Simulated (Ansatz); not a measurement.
Mg$_{2}$Sn

```
Sn Mg
1.0
     3.30929   -3.30929    0.00000
     3.30929    3.30929    0.00000
     0.00000    0.00000    6.75987
Sn Mg
2 4
Direct
  0.00000 0.00000 0.00000
  0.50000 0.50000 0.50000
  0.00000 0.50000 0.25000
  0.50000 0.00000 0.75000
  0.50000 0.00000 0.25000
  0.00000 0.50000 0.75000
```

Space group I4/mmm; started from the antifluorite prototype, which need not be the ambient phase; changed on purpose from its base cell (biaxial xy strain -2.1%); computed pressure about 2 GPa in this cell.

Method: DFT, HSE06, plane waves, PAW (Ansatz).

### What will maps of the valence pseudo-density and electron localisation function show?

Mg–Sn (2.89 Å): ρ is about 0.23 e/Å³ halfway; the ELF peaks at about 0.70 in the valence shell of Sn, 1.5 Å from its nucleus, and is about 0.70 at the midpoint.

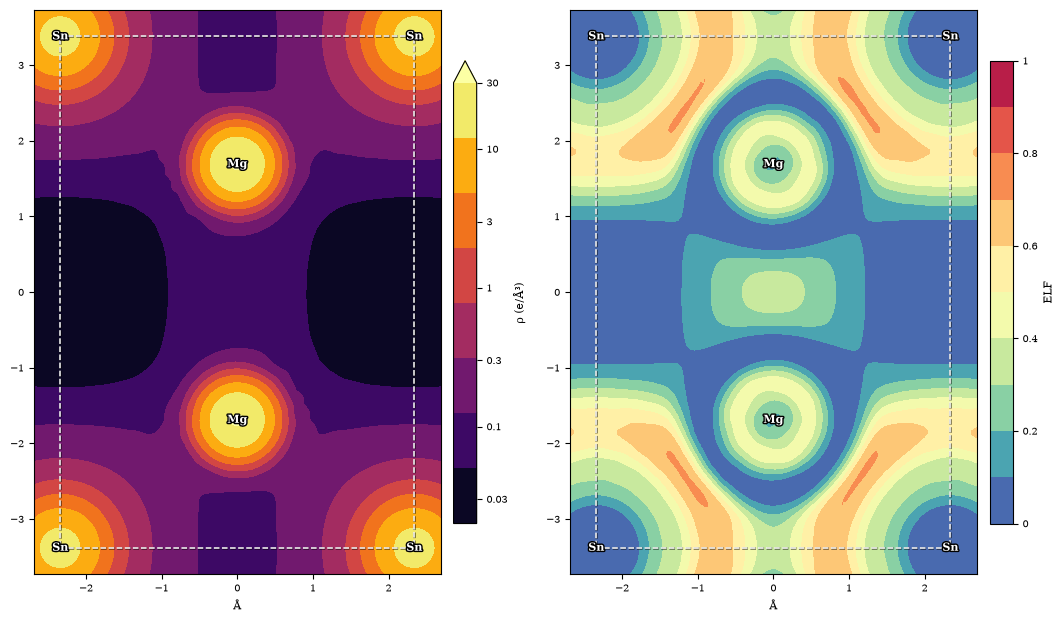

Computed valence pseudo-density and electron localisation function on the (100) plane of the conventional cell, in this order. 

Core electrons are frozen (PAW), and the valence fields are smoothed inside the atomic spheres.
